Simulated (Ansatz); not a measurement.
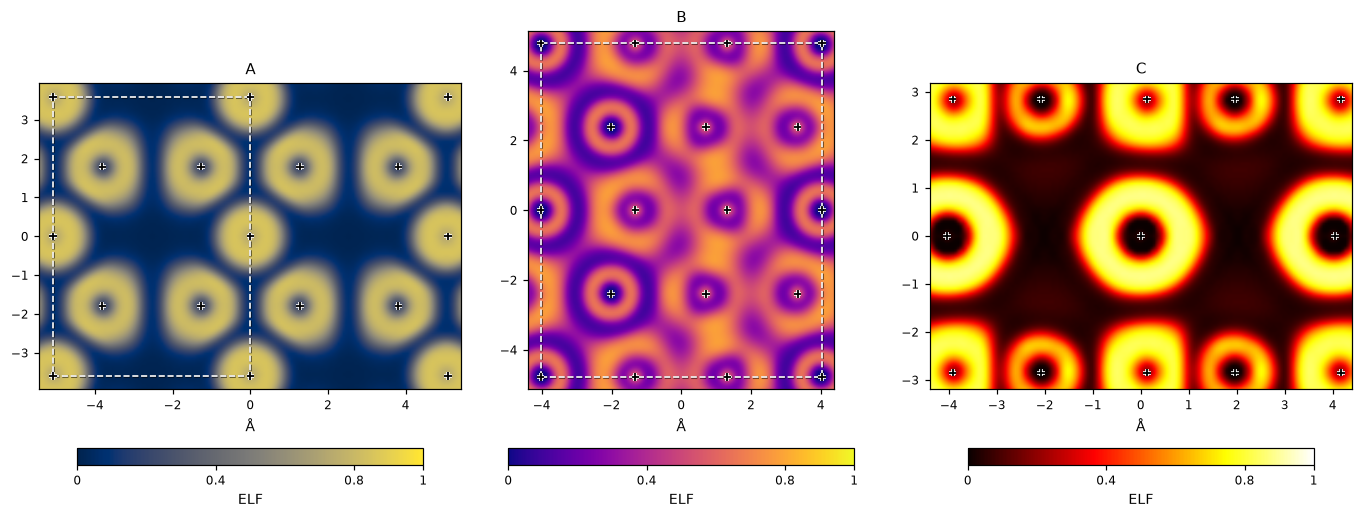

The ELF of 3 systems, each on a plane through atoms (crosses mark nuclei in the plane).

All numbers below come from DFT, PBE, plane-wave PAW, default files, scalar-relativistic in Ansatz 0.2.0.

System 1: HfO$_{2}$, the (101) plane of the conventional cell. Space group Fm-3m; computed pressure about 3 GPa in this cell.

System 2: BaTiO$_{3}$, the (11̄0) plane of the conventional cell. Space group P4mm; computed without spin polarisation.

```
Ba Ti O
1.0
     4.02629    0.00000    0.00000
     0.00000    4.02629    0.00000
     0.00000    0.00000    4.04461
Ba Ti O
1 1 3
Direct
  0.00000 0.00000 0.99533
  0.50000 0.50000 0.47984
  0.50000 0.50000 0.02551
  0.50000 0.00000 0.51366
  0.00000 0.50000 0.51366
```

System 3: TiSi$_{2}$, the (101) plane of the conventional cell. Space group Fddd; computed pressure about 13 GPa in this cell; computed without spin polarisation.

```
CELL_PARAMETERS angstrom
4.67556 0.00000 0.00000
0.00000 8.06787 0.00000
0.00000 0.00000 8.34901
ATOMIC_POSITIONS crystal
Ti 0.75000 0.25000 0.25000
Ti 0.25000 0.75000 0.25000
Ti 0.25000 0.25000 0.75000
Ti 0.75000 0.75000 0.75000
Ti 0.50000 0.00000 0.00000
Ti 0.00000 0.50000 0.00000
Ti 0.00000 0.00000 0.50000
Ti 0.50000 0.50000 0.50000
Si 0.25000 0.08663 0.25000
Si 0.75000 0.58663 0.25000
Si 0.75000 0.08663 0.75000
Si 0.25000 0.58663 0.75000
Si 0.25000 0.41337 0.25000
Si 0.75000 0.91337 0.25000
Si 0.75000 0.41337 0.75000
Si 0.25000 0.91337 0.75000
Si 0.00000 0.16337 0.00000
Si 0.50000 0.66337 0.00000
Si 0.50000 0.16337 0.50000
Si 0.00000 0.66337 0.50000
Si 0.50000 0.33663 0.00000
Si 0.00000 0.83663 0.00000
Si 0.00000 0.33663 0.50000
Si 0.50000 0.83663 0.50000
```

> Which map belongs to which system?

Panel A is system 1, HfO$_{2}$: the plane holds Hf and O. Hf–O (2.20 Å): the ELF peaks at about 0.85 in the valence shell of O, 0.6 Å from its nucleus, and drops to about 0.15 between the two atoms: no shared electron pair shows on this line. Panel B is system 3, TiSi$_{2}$: the plane holds Ti and Si. Si–Si (2.47 Å): the ELF peaks at about 0.80 between the atoms. Panel C is system 2, BaTiO$_{3}$: the plane holds Ba, Ti and O. Ti–O (1.84 Å): the ELF peaks at about 0.80 in the valence shell of O, 0.6 Å from its nucleus, and is about 0.25 at the midpoint (no localised pair shows between them).
